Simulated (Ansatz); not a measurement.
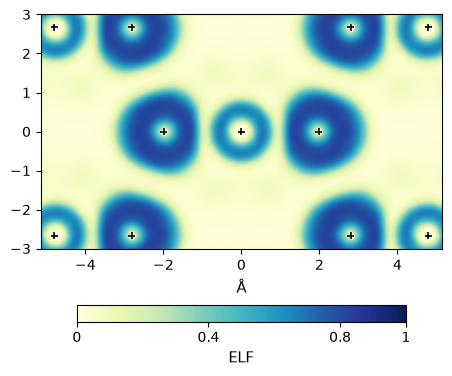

The ELF on a plane through atoms (crosses mark nuclei in the plane).

Level of theory: Ansatz, DFT, r2SCAN, plane waves, PAW.

Candidates:
A. SiC, a = 4.36 Å, b = 4.36 Å, c = 4.36 Å, α = 90.00°, β = 90.00°, γ = 90.00°. Space group F-43m; a structure from a database of computed crystals, not necessarily the ambient phase; started from the database structure prototype, which need not be the ambient phase.
B. TiO₂, a = 3.78 Å, b = 3.78 Å, c = 9.58 Å, α = 90.00°, β = 90.00°, γ = 90.00°. Space group I4₁/amd; a structure from a database of computed crystals, not necessarily the ambient phase; started from the database structure prototype, which need not be the ambient phase; computed without spin polarisation.

Question: Which system is this?

Answer: Candidate B: TiO₂ on the (11̄0) plane of the conventional cell, which holds Ti and O. Ti–O (1.99 Å): the ELF peaks at about 0.85 in the valence shell of O, 0.6 Å from its nucleus, and is about 0.20 at the midpoint: no shared electron pair shows on this line.
